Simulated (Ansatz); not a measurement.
**SnS2: band-structure calculation (part 1 of 2)**

SnS2 (P-3m1, 3 atoms in the cell), computed with DFT, r2SCAN with spin-orbit coupling, plane waves, PAW (Ansatz 0.2.0).

The structure was built on a prototype by a generator. The geometry comes from this level: r2scan-rvv10 (a point of a series of strains). It belongs to a series of runs on one base structure; here: hydrostatic strain -3.0%. Figures and captions count atoms from 1; the log counts them from 0 in places.

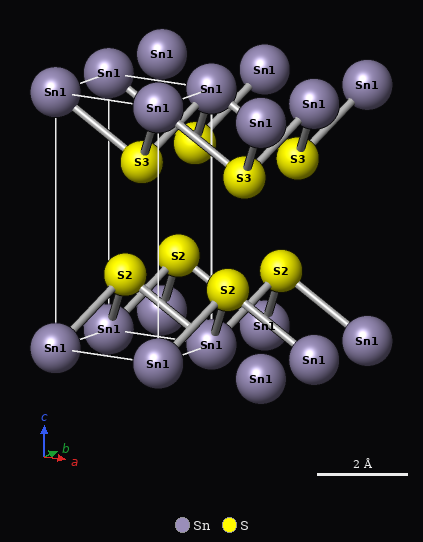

Figure 1. The structure (ball-and-stick view of the cell of the calculation, repeated 2 × 2 × 1, seen slightly off an axis; atoms are numbered from 1 in the order of the input). An atom can appear more than once, as a periodic image.

### The input
```yaml
crystal:
  lattice:
    - [3.5509321623, 0.0, 0.0]
    - [-1.7754660812, 3.0751974597, 0.0]
    - [0.0, 0.0, 5.7829274312]
  atoms:
    - { symbol: Sn, position: [0.0, 0.0, 0.0] }
    - { symbol: S, position: [0.3333333333, 0.6666666667, 0.2581193578] }
    - { symbol: S, position: [0.6666666667, 0.3333333333, 0.7418806422] }
kpoints:
  mp_grid: { grid: [12, 12, 4] }
  band_path:
    path:
      - [0.0, 0.0, 0.0]
      - [0.5, 0.0, 0.0]
      - [0.3333333333, 0.3333333333, 0.0]
      - [0.0, 0.0, 0.5]
      - [0.5, 0.0, 0.5]
      - [0.3333333333, 0.3333333333, 0.5]
      - [0.0, -0.5, 0.25]
      - [0.0, 0.145833, -0.148437]
      - [0.0, 0.453125, 0.338542]
    npoints: 1
hamiltonian:
  xc: r2scan
scf:
  occupations: { method: fixed }
  n_extra_bands: 8
magnetization:
  noncollinear: true
  spin_orbit: true
output:
  forces: true
  stress: true
  eigenvalues: true
  write_density: true
  write_potential: true
  elf: true
  volumetric_format: npy
```

### Output
```
scf.n_extra_bands = 8 over 26 filled bands (N_el = 26.0): the run solves 34 bands
Engine: ansatz 0.2.0, x86_64-unknown-linux-gnu
Pseudopotentials: kind: paw_fr
Pseudopotential: Sn, paw_fr, valence charge 14, recommended cutoff 500 eV (meta_gga), Sn.paw.azcp#standard-fr
Pseudopotential: S, paw_fr, valence charge 6, recommended cutoff 500 eV (meta_gga), S.paw.azcp#standard-fr
Functional definition: r2SCAN
  parameter k0 = 0.174
  parameter k1 = 0.065
  parameter a1 = 4.9479
  exchange = r2scan_x(k0 = k0, k1 = k1, a1 = a1)
  correlation = r2scan_c
non-collinear run that drives no moment, with spin-orbit: no starting moment large enough to seed its density (crystal.atoms[].spin), no starting occupations that ask for one, no magnetisation constraint and no magnetic field, so the semilocal B_xc is pinned to zero
Crystal: 3 atoms, lattice volume = 63.149 Å³
Basis set: ecut = 500 eV, 1641 PW (Γ), exchange–correlation on 108×108×180 points (64 copies of the dense FFT grid, shifted against one another)
Bands: 34, of which v1, the nominal top of the filled ones, is band 26 counted from 1 (25 counted from 0)
Symmetry: 12 space group operations + 12 with time reversal
Magnetic group: BNS 164.86 (UNI 1316), of the structure as read, at distance tolerance 4.0e-5 Å
k-points: 69 of 576
Projection manifold: j_resolved (fully-relativistic pseudo-atomic orbitals)
Non-local potential: Sn, projectors of the file, l = 0: 2, l = 1: 4, l = 2: 4, l = 3: 4
Non-local potential: S, projectors of the file, l = 0: 2, l = 1: 4, l = 2: 4
PAW form: soft (Blöchl's): semilocal exchange-correlation on the pseudo side does not see the compensation charge
PAW frozen core: Sn, regenerated for the run's functional (the file was generated under x = pbe(κ = 0.804, μ = 0.2195149727645171), c = pbe(β = 0.06672455060314922))
PAW frozen core: S, regenerated for the run's functional (the file was generated under x = pbe(κ = 0.804, μ = 0.2195149727645171), c = pbe(β = 0.06672455060314922))
PAW one-centre angular grid: Sn, 590 points (default); XC on 273 of its mesh's 2787 points in the sphere
PAW one-centre angular grid: S, 302 points (default); XC on 160 Gauss nodes
Initial density: superposition of atomic densities (chi_scale 0.1, normalization cell, long waves kept (reshape's long-wave potential 0.08 eV rms))
Initial wavefunctions: pseudopotential atomic-orbital guess
Functional: x = r2scan, c = r2scan; τ floored in thin density (d = 2e-4 eV/Å³)
SCF iter   1: F=—  HF=-7840.823213 eV  |F-HF|=—  |Δ(HF+E_count)|=         —  Δρ=4.00e-2  dr2=9.51e-1  dr2_τ=9.86e-3  dr2_m=0.00e0 (ungated)  ethr=3.10e-3  |M|=0.00e0 ∫|m|=0.00e0 μB  |m|>n=0.0e0 m-floor=0.0e0 τ_xc=0.0e0  β_m=0.30  ⟨swp⟩=5.0  Hψ=5190  notcnv=0  defer=264
preconditioner: auto → Resta (q_TF=auto, 2.353 Å⁻¹)  ε∞=2.9  [insulator: Δε(μ)=1.887 eV  Ē_g=17.273 eV  n_scr=22 (ndim 8)  ℏωp=23.8 eV  f_vac=0.001  ε∞_Penn≈2.9]
spin=Noncollinear: Resta preconditioning applied to the charge; magnetization (m_x, m_y, m_z) channels mix plain (no charge-response kernel on spin).
SCF iter   2: F=—  HF=-7840.828289 eV  |F-HF|=—  |Δ(HF+E_count)|=   5.08e-3  Δρ=2.92e-2  dr2=4.49e-1  dr2_τ=7.09e-4  dr2_m=0.00e0 (ungated)  ethr=3.10e-3  |M|=0.00e0 ∫|m|=0.00e0 μB  |m|>n=0.0e0 m-floor=0.0e0 τ_xc=0.0e0  β_m=0.65  ⟨swp⟩=2.0  Hψ=1589  notcnv=0  defer=274
SCF iter   3: F=—  HF=-7840.794764 eV  |F-HF|=—  |Δ(HF+E_count)|=   3.35e-2  Δρ=4.00e-3  dr2=6.92e-3  dr2_τ=8.36e-5  dr2_m=0.00e0 (ungated)  ethr=1.73e-3  |M|=0.00e0 ∫|m|=0.00e0 μB  |m|>n=0.0e0 m-floor=0.0e0 τ_xc=0.0e0  β_m=0.71  ⟨swp⟩=2.9  Hψ=1655  notcnv=0  defer=276
SCF iter   4: F=—  HF=-7840.796840 eV  |F-HF|=—  |Δ(HF+E_count)|=   2.08e-3  Δρ=1.18e-3  dr2=7.22e-4  dr2_τ=8.79e-6  dr2_m=0.00e0 (ungated)  ethr=2.66e-5  |M|=0.00e0 ∫|m|=0.00e0 μB  |m|>n=0.0e0 m-floor=0.0e0 τ_xc=0.0e0  β_m=0.76  ⟨swp⟩=3.9  Hψ=2176  notcnv=0  defer=276
SCF iter   5: F=—  HF=-7840.797071 eV  |F-HF|=—  |Δ(HF+E_count)|=   2.31e-4  Δρ=2.17e-4  dr2=3.00e-5  dr2_τ=3.87e-7  dr2_m=0.00e0 (ungated)  ethr=2.78e-6  |M|=0.00e0 ∫|m|=0.00e0 μB  |m|>n=0.0e0 m-floor=0.0e0 τ_xc=0.0e0  β_m=0.85  ⟨swp⟩=2.2  Hψ=1691  notcnv=0  defer=276
SCF iter   6: F=—  HF=-7840.797109 eV  |F-HF|=—  |Δ(HF+E_count)|=   3.76e-5  Δρ=5.00e-5  dr2=1.13e-6  dr2_τ=1.05e-8  dr2_m=0.00e0 (ungated)  ethr=1.15e-7  |M|=0.00e0 ∫|m|=0.00e0 μB  |m|>n=0.0e0 m-floor=0.0e0 τ_xc=0.0e0  β_m=0.92  ⟨swp⟩=2.0  Hψ=1538  notcnv=0  defer=276
SCF iter   7: F=-7840.797110 eV  HF=-7840.797110 eV  |F-HF|=2.65e-8  |Δ(HF+E_count)|=   9.38e-7  Δρ=6.82e-6  dr2=3.41e-8  dr2_τ=2.11e-10  dr2_m=0.00e0 (ungated)  ethr=3.85e-10  |M|=0.00e0 ∫|m|=0.00e0 μB  |m|>n=0.0e0 m-floor=0.0e0 τ_xc=0.0e0  ⟨swp⟩=17.4  Hψ=10648  notcnv=0
SCF 1 converged in 7 iterations: F = -7840.797110 eV  dr2 = 3.41e-8
  greatest PAW one-centre occupation: 0.993 electrons in one spin orbital (limit 2), on the Sn atom at site 0 (counted from 0), in its partial waves of l = 2
NSCF: frozen V_eff on 9 k-points
SCF converged after 7 iterations
Magnetization: |M| = 0.0000 μB,  M = (+0.0000, +0.0000, +0.0000) μB
Absolute magnetization: 0.0000 μB (∫|m|)
  site 0: m = (+0.0000, +0.0000, +0.0000) μB, |m| = 0.0000 μB  (R = 1.05 Å)
  site 1: m = (+0.0000, +0.0000, +0.0000) μB, |m| = 0.0000 μB  (R = 1.05 Å)
  site 2: m = (+0.0000, +0.0000, +0.0000) μB, |m| = 0.0000 μB  (R = 1.05 Å)
Free energy (F): -7840.797110 eV
Harris-Foulkes:  -7840.797110 eV  (|F-HF|=2.65e-8)
Internal energy: -7840.797110 eV  (E = F + TS)
E sigma→0 (E₀):  -7840.797110 eV
Fermi energy:    7.283617 eV
--- Per-component energies (eV) ---
  E_band       = -111.664725
  E_kinetic    = 403.092544
  E_local      = -1493.265634  (includes V_loc(G=0)·N_el)
  E_nonlocal   = 26.721587
  E_hartree    = 807.063543
  E_xc         = -557.238807
  E_vxc        = -291.977427  (∫ρ·V_xc dr)
  E_paw        = -5374.995304  (= ΣΔE_a)
  E_vpaw       = -385.437491  (= ΣTr[D̂ρ^β])
  E_aug_tail   = 0.000002  (compensation charges beyond the density's cutoff)
  E_vtau       = 15.076855  (kinetic-family band-sum trace: ∫τ·v_τ [+ j·A + Jᵃ·Aᵃ] dr)
  E_ewald      = -1652.701878
  E_core_change = 0.526837  (= ΣΔE_core)
  E_smearing   = -0.000000  (= −TS)
  E_closure    = 0.000000  (closes the sum)
  Σ components = -7840.797110   (vs F -7840.797110, Δ=0.00e0)
--- Forces (eV/Å), atoms counted from 1 ---
  atom   1  Sn    -0.00000000    -0.00000000     0.00000000
  atom   2  S     -0.00000000     0.00000000    -0.04585731
  atom   3  S      0.00000000    -0.00000000     0.04585731
  max |Σ_I F_I| component: 9.25e-18 eV/Å
--- Stress (GPa, compression-positive) ---
        7.642101      -0.000000      -0.000000
       -0.000000       7.642101       0.000000
       -0.000000       0.000000       3.286456
  P = ⅓ Tr σ = 6.1902 GPa (61.902 kbar)
--- Band table (eV; the first three rows and the last of 69) ---
  k-point 0: bands = ["-14.9954", "-14.9954", "-14.9442", "-14.9442", "-13.9862", "-13.9862", "-13.9165", "-13.9165", "-13.9044", "-13.9044", "-7.5171", "-7.5171", "-5.2536", "-5.2536", "1.1098", "1.1098", "6.6452", "6.6452", "6.7994", "6.7994", "6.9763", "6.9763", "7.0205", "7.0205", "7.2330", "7.2330", "10.1326", "10.1326", "11.6798", "11.6798", "13.2567", "13.2567", "13.6501", "13.6501"]
  k-point 1: bands = ["-14.9954", "-14.9954", "-14.9441", "-14.9441", "-13.9862", "-13.9862", "-13.9165", "-13.9165", "-13.9043", "-13.9043", "-7.4118", "-7.4118", "-5.4980", "-5.4980", "1.7212", "1.7212", "6.0635", "6.0635", "6.5958", "6.5958", "6.7202", "6.7202", "7.0809", "7.0809", "7.1291", "7.1291", "10.8769", "10.8769", "11.7423", "11.7423", "13.0937", "13.0937", "13.4759", "13.4759"]
  k-point 2: bands = ["-14.9954", "-14.9954", "-14.9441", "-14.9441", "-13.9862", "-13.9862", "-13.9165", "-13.9165", "-13.9042", "-13.9042", "-7.2816", "-7.2816", "-5.7553", "-5.7553", "2.6221", "2.6221", "4.8393", "4.8393", "6.5395", "6.5395", "6.6707", "6.6707", "7.1639", "7.1639", "7.2085", "7.2085", "11.4106", "11.4106", "11.7978", "11.7978", "12.9463", "12.9463", "13.3162", "13.3162"]
  k-point 68: bands = ["-14.9819", "-14.9819", "-14.9635", "-14.9635", "-13.9718", "-13.9718", "-13.9621", "-13.9621", "-13.8749", "-13.8749", "-4.6486", "-4.6486", "-4.6284", "-4.6284", "-0.0259", "-0.0259", "2.7585", "2.7585", "2.8416", "2.8416", "3.2812", "3.2812", "6.8493", "6.8493", "6.8638", "6.8638", "10.8641", "10.8641", "12.7871", "12.7871", "12.9814", "12.9814", "14.8095", "14.8095"]
```

### File rho_z.tsv
```
# z_ang	rho[e/angstrom^3]	m_x[e/angstrom^3]	m_y[e/angstrom^3]	m_z[e/angstrom^3]	m_norm[e/angstrom^3]
# format = ansatz-planar-average/11
# lattice	3.550932162	0.000000000	0.000000000
# lattice	-1.775466081	3.075197460	0.000000000
# lattice	0.000000000	0.000000000	5.782927431
# sites	3
# site	50	0.000000000	0.000000000	0.000000000
# site	16	-0.000000000	2.050131640	1.492685515
# site	16	1.775466081	1.025065820	4.290241916
0.000000	1.223990e0	0.000000e0	0.000000e0	0.000000e0	0.000000e0
0.128509	1.152431e0	0.000000e0	0.000000e0	0.000000e0	0.000000e0
0.257019	9.713209e-1	0.000000e0	0.000000e0	0.000000e0	0.000000e0
0.385528	7.568121e-1	0.000000e0	0.000000e0	0.000000e0	0.000000e0
0.514038	5.783710e-1	0.000000e0	0.000000e0	0.000000e0	0.000000e0
0.642547	4.675373e-1	0.000000e0	0.000000e0	0.000000e0	0.000000e0
0.771057	4.191209e-1	0.000000e0	0.000000e0	0.000000e0	0.000000e0
0.899566	4.089503e-1	0.000000e0	0.000000e0	0.000000e0	0.000000e0
1.028076	4.107431e-1	0.000000e0	0.000000e0	0.000000e0	0.000000e0
1.156585	4.068780e-1	0.000000e0	0.000000e0	0.000000e0	0.000000e0
1.285095	3.928006e-1	0.000000e0	0.000000e0	0.000000e0	0.000000e0
1.413604	3.741696e-1	0.000000e0	0.000000e0	0.000000e0	0.000000e0
1.542114	3.584227e-1	0.000000e0	0.000000e0	0.000000e0	0.000000e0
1.670623	3.466318e-1	0.000000e0	0.000000e0	0.000000e0	0.000000e0
1.799133	3.318586e-1	0.000000e0	0.000000e0	0.000000e0	0.000000e0
1.927642	3.051260e-1	0.000000e0	0.000000e0	0.000000e0	0.000000e0
2.056152	2.634037e-1	0.000000e0	0.000000e0	0.000000e0	0.000000e0
2.184661	2.122290e-1	0.000000e0	0.000000e0	0.000000e0	0.000000e0
2.313171	1.613943e-1	0.000000e0	0.000000e0	0.000000e0	0.000000e0
2.441680	1.188275e-1	0.000000e0	0.000000e0	0.000000e0	0.000000e0
2.570190	8.783210e-2	0.000000e0	0.000000e0	0.000000e0	0.000000e0
2.698699	6.821887e-2	0.000000e0	0.000000e0	0.000000e0	0.000000e0
2.827209	5.880172e-2	0.000000e0	0.000000e0	0.000000e0	0.000000e0
2.955718	5.880172e-2	0.000000e0	0.000000e0	0.000000e0	0.000000e0
3.084228	6.821887e-2	0.000000e0	0.000000e0	0.000000e0	0.000000e0
```
